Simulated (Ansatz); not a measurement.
## Run report: Al₁₇N₁₅ (charge −1), geometry relaxation (part 2 of 3)

Al₁₇N₁₅ (defect cell, 32 atoms in the cell, total charge −1); DFT PBE, scalar-relativistic, plane waves, PAW, spin-polarised (Ansatz 0.2.0); cutoff 420 eV, 2×2×2 k-mesh, Gaussian smearing of 0.01 eV, collinear spins. The structure derives from a Materials Project entry. It belongs to a series of runs on one base structure; here: Al on a N site (c), charge -1, atoms relaxed at the host's cell.

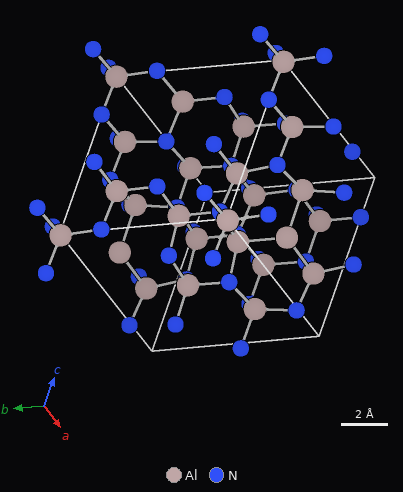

**Figure 1.** The geometry at step 4 of the log (ball-and-stick view of the cell of the calculation, seen at an oblique angle; bonded neighbours outside the cell are drawn too).

## The program's output, continued
```
relax step   2: F+E_penalty+E_count = -14919.94651840 eV  Δ(F+E_penalty+E_count) = -1.933e-1 eV  max|allowed force component| = 3.384e-1 eV/Å  Δτ_max = 0.0473 Å  (5 SCF iters, dr2 threshold 5.31e-5 eV, accepted)
SCF iter   1: F=—  HF=-14919.962070 eV  |F-HF|=—  |Δ(HF+E_count)|=         —  Δρ=5.60e-4 (↑5.60e-4 ↓5.48e-4)  dr2=4.40e-3  dr2_m=1.70e-5  M=1.000 μB ∫|m|=1.166 μB  β_m=0.30  ethr=1.53e-5  ⟨swp⟩=3.0  Hψ=1540  notcnv=0  defer=220
preconditioner: auto → Resta (q_TF=auto, 2.314 Å⁻¹)  ε∞=4.2  [insulator: Δε(μ)=0.161 eV  Ē_g=12.667 eV  σ=0.010 eV  W_gap=1.00  n_scr=78 (ndim 8)  ℏωp=22.6 eV  f_vac=0.000  D(μ)=0.00/eV (n_scr^D=0)  ε∞_Penn≈4.2]
spin=Collinear: Resta preconditioning applied to the charge; magnetization (m = ρ↑ − ρ↓) channel mixes plain (no charge-response kernel on spin).
SCF iter   2: F=—  HF=-14919.961212 eV  |F-HF|=—  |Δ(HF+E_count)|=   8.58e-4  Δρ=3.48e-4 (↑3.48e-4 ↓3.37e-4)  dr2=1.65e-3  dr2_m=8.99e-6  M=1.000 μB ∫|m|=1.166 μB  β_m=0.51  ethr=3.46e-6  ⟨swp⟩=1.0  Hψ=888  notcnv=0  defer=220
SCF iter   3: F=—  HF=-14919.960805 eV  |F-HF|=—  |Δ(HF+E_count)|=   4.07e-4  Δρ=9.68e-5 (↑9.61e-5 ↓9.68e-5)  dr2=1.01e-4  dr2_m=1.16e-6  M=1.000 μB ∫|m|=1.166 μB  β_m=0.58  ethr=1.30e-6  ⟨swp⟩=2.1  Hψ=933  notcnv=0  defer=220
SCF iter   4: F=—  HF=-14919.960795 eV  |F-HF|=—  |Δ(HF+E_count)|=   9.63e-6  Δρ=2.77e-5 (↑2.55e-5 ↓2.77e-5)  dr2=7.42e-6  dr2_m=1.52e-7  M=1.000 μB ∫|m|=1.166 μB  β_m=0.78  ethr=7.98e-8  ⟨swp⟩=2.1  Hψ=930  notcnv=0  defer=220
iter 5 did not close the SCF: its close was put off for a magnetic moment that had not settled (scf_convergence_deferred on its scf_iter line)
SCF iter   5: F=-14919.960795 eV  HF=-14919.960796 eV  |F-HF|=6.06e-7  |Δ(HF+E_count)|=   1.04e-6  Δρ=8.97e-6 (↑8.18e-6 ↓8.97e-6)  dr2=9.08e-7  dr2_m=1.92e-8  M=1.000 μB ∫|m|=1.166 μB  β_m=0.69  ethr=5.64e-9  ⟨swp⟩=16.2  Hψ=5898  notcnv=0
SCF iter   6: F=-14919.960796 eV  HF=-14919.960796 eV  |F-HF|=1.05e-8  |Δ(HF+E_count)|=   1.09e-7  Δρ=3.55e-6 (↑2.52e-6 ↓3.55e-6)  dr2=7.82e-8  dr2_m=1.25e-8  M=1.000 μB ∫|m|=1.166 μB  ethr=7.15e-10  ⟨swp⟩=5.0  Hψ=3874  notcnv=0
SCF 3 converged in 6 iterations: F = -14919.960796 eV  dr2 = 7.82e-8
relax step   3: F+E_penalty+E_count = -14919.96079585 eV  Δ(F+E_penalty+E_count) = -1.428e-2 eV  max|allowed force component| = 1.570e-1 eV/Å  Δτ_max = 0.0151 Å  (6 SCF iters, dr2 threshold 7.16e-6 eV, accepted)
SCF iter   1: F=—  HF=-14919.963276 eV  |F-HF|=—  |Δ(HF+E_count)|=         —  Δρ=2.36e-4 (↑2.36e-4 ↓2.36e-4)  dr2=7.76e-4  dr2_m=1.75e-6  M=1.000 μB ∫|m|=1.166 μB  β_m=0.30  ethr=6.62e-6  ⟨swp⟩=3.0  Hψ=1660  notcnv=0  defer=220
preconditioner: auto → Resta (q_TF=auto, 2.314 Å⁻¹)  ε∞=4.2  [insulator: Δε(μ)=0.157 eV  Ē_g=12.666 eV  σ=0.010 eV  W_gap=1.00  n_scr=78 (ndim 8)  ℏωp=22.6 eV  f_vac=0.000  D(μ)=0.00/eV (n_scr^D=0)  ε∞_Penn≈4.2]
spin=Collinear: Resta preconditioning applied to the charge; magnetization (m = ρ↑ − ρ↓) channel mixes plain (no charge-response kernel on spin).
SCF iter   2: F=—  HF=-14919.963041 eV  |F-HF|=—  |Δ(HF+E_count)|=   2.35e-4  Δρ=1.55e-4 (↑1.55e-4 ↓1.54e-4)  dr2=3.28e-4  dr2_m=1.03e-6  M=1.000 μB ∫|m|=1.166 μB  β_m=0.56  ethr=6.11e-7  ⟨swp⟩=1.0  Hψ=888  notcnv=0  defer=220
SCF iter   3: F=—  HF=-14919.962943 eV  |F-HF|=—  |Δ(HF+E_count)|=   9.80e-5  Δρ=3.57e-5 (↑3.41e-5 ↓3.57e-5)  dr2=1.29e-5  dr2_m=1.74e-7  M=1.000 μB ∫|m|=1.166 μB  β_m=0.57  ethr=2.58e-7  ⟨swp⟩=2.2  Hψ=967  notcnv=0  defer=220
iter 4 did not close the SCF: its close was put off for a magnetic moment that had not settled (scf_convergence_deferred on its scf_iter line)
SCF iter   4: F=-14919.962941 eV  HF=-14919.962941 eV  |F-HF|=5.55e-8  |Δ(HF+E_count)|=   1.29e-6  Δρ=1.34e-5 (↑1.15e-5 ↓1.34e-5)  dr2=1.38e-6  dr2_m=7.18e-8  M=1.000 μB ∫|m|=1.166 μB  β_m=0.78  ethr=2.62e-9  ⟨swp⟩=15.2  Hψ=6065  notcnv=0
iter 5 did not close the SCF: its close was put off for a magnetic moment that had not settled (scf_convergence_deferred on its scf_iter line)
SCF iter   5: F=-14919.962942 eV  HF=-14919.962942 eV  |F-HF|=3.39e-8  |Δ(HF+E_count)|=   3.10e-7  Δρ=4.41e-6 (↑2.88e-6 ↓4.41e-6)  dr2=1.29e-7  dr2_m=1.77e-8  M=1.000 μB ∫|m|=1.166 μB  β_m=0.78  ethr=1.08e-9  ⟨swp⟩=5.8  Hψ=4009  notcnv=0
iter 6 did not close the SCF: its close was put off for a magnetic moment that had not settled (scf_convergence_deferred on its scf_iter line)
SCF iter   6: F=-14919.962942 eV  HF=-14919.962942 eV  |F-HF|=7.42e-10  |Δ(HF+E_count)|=   3.87e-8  Δρ=2.76e-6 (↑1.40e-6 ↓2.76e-6)  dr2=3.56e-8  dr2_m=8.87e-9  M=1.000 μB ∫|m|=1.166 μB  β_m=0.89  ethr=1.01e-10  ⟨swp⟩=5.8  Hψ=4230  notcnv=0
SCF iter   7: F=-14919.962942 eV  HF=-14919.962942 eV  |F-HF|=7.15e-10  |Δ(HF+E_count)|=   3.40e-8  Δρ=1.14e-6 (↑7.60e-7 ↓1.14e-6)  dr2=5.94e-9  dr2_m=1.76e-9  M=1.000 μB ∫|m|=1.166 μB  ethr=2.81e-11  ⟨swp⟩=5.5  Hψ=3686  notcnv=0
SCF 4 converged in 7 iterations: F = -14919.962942 eV  dr2 = 5.94e-9
relax step   4: F+E_penalty+E_count = -14919.96294180 eV  Δ(F+E_penalty+E_count) = -2.146e-3 eV  max|allowed force component| = 2.856e-2 eV/Å  Δτ_max = 0.0073 Å  (7 SCF iters, dr2 threshold 3.33e-6 eV, accepted)
SCF iter   1: F=—  HF=-14919.963158 eV  |F-HF|=—  |Δ(HF+E_count)|=         —  Δρ=5.38e-5 (↑5.38e-5 ↓4.95e-5)  dr2=3.21e-5  dr2_m=3.18e-7  M=1.000 μB ∫|m|=1.166 μB  β_m=0.30  ethr=5.19e-7  ⟨swp⟩=2.1  Hψ=1497  notcnv=0  defer=220
preconditioner: auto → Resta (q_TF=auto, 2.314 Å⁻¹)  ε∞=4.2  [insulator: Δε(μ)=0.158 eV  Ē_g=12.666 eV  σ=0.010 eV  W_gap=1.00  n_scr=78 (ndim 8)  ℏωp=22.6 eV  f_vac=0.000  D(μ)=0.00/eV (n_scr^D=0)  ε∞_Penn≈4.2]
spin=Collinear: Resta preconditioning applied to the charge; magnetization (m = ρ↑ − ρ↓) channel mixes plain (no charge-response kernel on spin).
SCF iter   2: F=—  HF=-14919.963069 eV  |F-HF|=—  |Δ(HF+E_count)|=   8.90e-5  Δρ=3.82e-5 (↑3.82e-5 ↓3.49e-5)  dr2=1.50e-5  dr2_m=1.77e-7  M=1.000 μB ∫|m|=1.166 μB  β_m=0.63  ethr=2.53e-8  ⟨swp⟩=1.0  Hψ=888  notcnv=0  defer=220
SCF iter   3: F=—  HF=-14919.963066 eV  |F-HF|=—  |Δ(HF+E_count)|=   2.62e-6  Δρ=7.55e-6 (↑7.33e-6 ↓7.55e-6)  dr2=5.83e-7  dr2_m=1.82e-8  M=1.000 μB ∫|m|=1.166 μB  β_m=0.64  ethr=1.18e-8  ⟨swp⟩=2.0  Hψ=924  notcnv=0  defer=220
iter 4 did not close the SCF: its close was put off for a magnetic moment that had not settled (scf_convergence_deferred on its scf_iter line)
SCF iter   4: F=-14919.963066 eV  HF=-14919.963066 eV  |F-HF|=1.36e-8  |Δ(HF+E_count)|=   1.71e-8  Δρ=3.37e-6 (↑2.55e-6 ↓3.37e-6)  dr2=8.25e-8  dr2_m=7.82e-9  M=1.000 μB ∫|m|=1.166 μB  β_m=0.72  ethr=7.87e-11  ⟨swp⟩=12.2  Hψ=4824  notcnv=0
iter 5 did not close the SCF: its close was put off for a magnetic moment that had not settled (scf_convergence_deferred on its scf_iter line)
SCF iter   5: F=-14919.963066 eV  HF=-14919.963066 eV  |F-HF|=1.69e-9  |Δ(HF+E_count)|=   2.14e-8  Δρ=1.62e-6 (↑7.53e-7 ↓1.62e-6)  dr2=1.20e-8  dr2_m=3.07e-9  M=1.000 μB ∫|m|=1.166 μB  β_m=0.82  ethr=6.50e-11  ⟨swp⟩=4.9  Hψ=3441  notcnv=0
iter 6 did not close the SCF: its close was put off for a magnetic moment that had not settled (scf_convergence_deferred on its scf_iter line)
SCF iter   6: F=-14919.963066 eV  HF=-14919.963066 eV  |F-HF|=4.42e-10  |Δ(HF+E_count)|=   9.91e-9  Δρ=9.13e-7 (↑4.45e-7 ↓9.13e-7)  dr2=3.54e-9  dr2_m=1.04e-9  M=1.000 μB ∫|m|=1.166 μB  β_m=0.91  ethr=9.45e-12  ⟨swp⟩=4.2  Hψ=3269  notcnv=0
iter 7 did not close the SCF: its close was put off for a magnetic moment that had not settled (scf_convergence_deferred on its scf_iter line)
SCF iter   7: F=-14919.963066 eV  HF=-14919.963066 eV  |F-HF|=7.82e-10  |Δ(HF+E_count)|=   4.28e-9  Δρ=5.23e-7 (↑3.53e-7 ↓5.23e-7)  dr2=1.88e-9  dr2_m=2.55e-10  M=1.000 μB ∫|m|=1.166 μB  β_m=0.92  ethr=2.78e-12  ⟨swp⟩=3.9  Hψ=3305  notcnv=0
SCF iter   8: F=-14919.963066 eV  HF=-14919.963066 eV  |F-HF|=3.09e-11  |Δ(HF+E_count)|=   1.06e-9  Δρ=1.54e-7 (↑7.85e-8 ↓1.54e-7)  dr2=1.48e-10  dr2_m=2.30e-11  M=1.000 μB ∫|m|=1.166 μB  ethr=1.48e-12  ⟨swp⟩=4.0  Hψ=3361  notcnv=0
SCF 5 converged in 8 iterations: F = -14919.963066 eV  dr2 = 1.48e-10
  greatest PAW one-centre occupation: 0.793 electrons in one spin orbital (limit 2), on the N atom at site 17 (counted from 0), in its partial waves of l = 0
relax step   5: F+E_penalty+E_count = -14919.96306601 eV  Δ(F+E_penalty+E_count) = -1.242e-4 eV  max|allowed force component| = 4.173e-3 eV/Å  Δτ_max = 0.0020 Å  (8 SCF iters, accepted)
SCF converged after 8 iterations
Magnetization: 1.0000 μB (64.0000 up, 63.0000 down)
Absolute magnetization: 1.1745 μB (∫|ρ↑−ρ↓|, with the PAW one-centre terms)
Spin contamination: 0.0085 ħ² per cell (⟨S²⟩ above its minimum at these occupations)
Per-site moments (μB) at R_I (Å): [(0.012797533453494603, 0.7725771789387024), (0.0010586428534783293, 0.7713972823490322), (-7.184316389341716e-5, 0.7655084626386565), (0.01315515398958574, 0.772577633117312), (0.0009543143683214196, 0.7712002226260624), (0.011346080540772276, 0.7734223540706918), (-6.809154645797708e-5, 0.7655773356462348), (0.001128617632160719, 0.7715118988784417), (-6.7690905127266e-5, 0.7654817271176573), (-7.002779649332251e-5, 0.7654620968976509), (0.001022668176455889, 0.7713405287456042), (0.0011327667739644478, 0.7715208851747111), (0.011618656894252758, 0.7731254975040532), (0.0009558658822458091, 0.7712056415735986), (0.0010591119107880337, 0.7714432051445405), (0.001027704661134646, 0.7713145302260903), (0.11831159801359381, 0.9318186120099298), (-0.002929038775391996, 0.7672579558013085), (0.0024246412667790454, 0.7654620968976509), (0.0270937043537664, 0.7786699212759134), (-0.0023817160732310647, 0.7675533978458396), (0.02521487814367499, 0.7777800873562442), (0.024237100574143033, 0.7774069305951189), (0.007438132856937861, 0.7712002226260624), (0.025913859483278925, 0.7779957612022596), (-0.002522675064344015, 0.7674329472629747), (0.007444730900511276, 0.7713145302260903), (0.02717959429048936, 0.7785072074555527), (-0.0028671978035598226, 0.7673217671040743), (0.02599615993948484, 0.778300741625577), (0.024158684629416283, 0.7774214932772521), (0.02545071567079777, 0.777908332482104)]
Free energy (F): -14919.963066 eV
Harris-Foulkes:  -14919.963066 eV  (|F-HF|=3.09e-11)
Internal energy: -14919.963066 eV  (E = F + TS)
E sigma→0 (E₀):  -14919.963066 eV
Fermi energy:    9.692138 eV
--- Per-component energies (eV) ---
  E_band       = 259.825963
  E_kinetic    = 2466.848160
  E_local      = -3536.620788  (includes V_loc(G=0)·N_el)
  E_nonlocal   = 863.745972
  E_hartree    = 1260.393662
  E_xc         = -1620.304735
  E_vxc        = -1694.421646  (∫ρ·V_xc dr)
  E_paw        = -9866.687013  (= ΣΔE_a)
  E_vpaw       = -360.514507  (= ΣTr[D̂ρ^β])
  E_aug_tail   = 0.001475  (compensation charges beyond the density's cutoff)
  E_ewald      = -4487.339799
  E_smearing   = -0.000000  (= −TS)
  E_closure    = -0.000000  (closes the sum)
  E_deformation_potential = -17.218274  (in the stress; not in F)
  Σ components = -14919.963066   (vs F -14919.963066, Δ=0.00e0)
--- Forces (eV/Å), atoms counted from 1 ---
  atom   1  Al     0.00334092     0.00028343     0.00088954
  atom   2  Al    -0.00096961    -0.00157459    -0.00172349
  atom   3  Al    -0.00056385     0.00053223     0.00043341
  atom   4  Al    -0.00144443     0.00313012    -0.00308507
  atom   5  Al    -0.00001656    -0.00015346     0.00078253
  atom   6  Al     0.00215565    -0.00147427     0.00348806
  atom   7  Al     0.00148477    -0.00011291     0.00058082
  atom   8  Al     0.00030163     0.00142533     0.00082632
  atom   9  Al     0.00213330     0.00214186     0.00091595
  atom  10  Al    -0.00022544    -0.00135480     0.00157531
  atom  11  Al    -0.00062243    -0.00000789    -0.00004336
  atom  12  Al     0.00072793    -0.00152845    -0.00199527
  atom  13  Al    -0.00105734    -0.00145489     0.00171947
  atom  14  Al     0.00236061    -0.00124164     0.00144349
  atom  15  Al     0.00296835     0.00030981    -0.00137282
  atom  16  Al     0.00246301    -0.00152562    -0.00159242
  atom  17  Al    -0.00417299     0.00189779    -0.00177142
  atom  18  N     -0.00152333     0.00241410    -0.00181769
  atom  19  N     -0.00024823     0.00032154    -0.00096357
  atom  20  N      0.00030934    -0.00112719    -0.00085073
  atom  21  N     -0.00050611    -0.00172104     0.00159331
  atom  22  N     -0.00018221    -0.00072048    -0.00030747
  atom  23  N     -0.00191833    -0.00368278     0.00024319
  atom  24  N     -0.00134515     0.00022575    -0.00037753
  atom  25  N     -0.00221425    -0.00036686    -0.00329875
  atom  26  N      0.00013009     0.00157709     0.00247815
  atom  27  N     -0.00143701     0.00062880     0.00072325
  atom  28  N     -0.00366897     0.00165184    -0.00017791
  atom  29  N      0.00260861     0.00025687     0.00175926
  atom  30  N      0.00061055     0.00125356    -0.00059803
  atom  31  N      0.00187028     0.00114469     0.00108423
  atom  32  N     -0.00134828    -0.00115278    -0.00056025
  max |Σ_I F_I| component: 4.86e-6 eV/Å
--- Charged-cell corrections in eV (Makov–Payne, q = -1.000 e, ε = 8.659) ---
  F (periodic)     = -14919.963066  (uncorrected; the corrections below are reported, never added to it)
  E_corr1          = +0.343608  (monopole, q²α_M/2εL)
  F Makov-Payne    = -14919.619458  (F + E_corr1; no measured alignment; for a localised charge, not one spread in a band: unchecked)
  no potential alignment in this run, which stands beside a crystal: run the host's input off ansatz write-host-input, and read the two finished runs by ansatz place-levels (neither reads a slab, a wire or a sheet, whose cell leaves a vacuum)
--- Band table (eV; the first three rows and the last of 8) ---
  k-point 0 ↑: bands = ["-7.4017", "-7.3715", "-7.3711", "-6.8933", "-5.9858", "-5.9854", "-5.9750", "-5.9230", "-5.9227", "-5.9154", "-5.8853", "-5.8659", "-5.7329", "-5.7080", "-5.7078", "1.3085", "1.7314", "1.7465", "1.7470", "1.8676", "1.9286", "2.0360", "2.0825", "2.0829", "2.5561", "2.5725", "2.5729", "2.6325", "3.6156", "3.6157", "3.6262", "3.9044", "4.1822", "4.1825", "4.2442", "4.3948", "4.4249", "4.5820", "4.6566", "4.6570", "4.9232", "4.9568", "4.9572", "5.3640", "5.4015", "5.4672", "5.4823", "5.4825", "5.4951", "5.8161", "5.8163", "5.8261", "6.1452", "6.1943", "6.1946", "6.2899", "6.4112", "6.4220", "6.5064", "6.5264", "6.5266", "9.3629", "9.4943", "9.4955", "11.7184", "11.7521", "11.7537", "12.1177", "12.2321", "12.2578", "12.7353", "12.7379", "12.7700", "13.1460", "13.1462", "13.2215", "13.5761", "13.5773", "13.6532", "14.6662", "15.3298", "15.4173", "15.4191", "16.4994", "16.5033", "16.5667", "16.5674", "16.7075", "16.8778", "16.9165", "16.9167", "17.0139", "17.3858", "17.4208", "17.4214", "18.1770"]
  k-point 1 ↑: bands = ["-7.8249", "-6.9703", "-6.8238", "-6.7940", "-6.6146", "-6.2065", "-6.1696", "-6.1516", "-6.1458", "-5.8107", "-5.8022", "-5.6575", "-5.6341", "-5.5894", "-5.4499", "1.1706", "1.2950", "1.6401", "1.6712", "1.9477", "2.1723", "2.1878", "2.4007", "2.4335", "2.4344", "2.6278", "3.1080", "3.1163", "3.1589", "3.2133", "3.3266", "3.6493", "3.8305", "3.8473", "4.5086", "4.5110", "4.5370", "4.5885", "4.8940", "5.0179", "5.0627", "5.0820", "5.1395", "5.2315", "5.2624", "5.3274", "5.4882", "5.5431", "5.5664", "5.5799", "5.8846", "5.8867", "5.9185", "6.0942", "6.1646", "6.1866", "6.2334", "6.3644", "6.3981", "6.4714", "6.7641", "9.2018", "9.3341", "9.4828", "10.4585", "11.1758", "11.3633", "12.4374", "12.4744", "12.7643", "13.2622", "13.6131", "13.7908", "13.7949", "13.8290", "13.9612", "14.2715", "14.4965", "14.5482", "14.5853", "15.3329", "15.5026", "15.5282", "15.5497", "15.8738", "15.9291", "16.3798", "16.4601", "16.4709", "16.5884", "16.8715", "16.8749", "16.8918", "16.9960", "17.0446", "17.0888"]
```
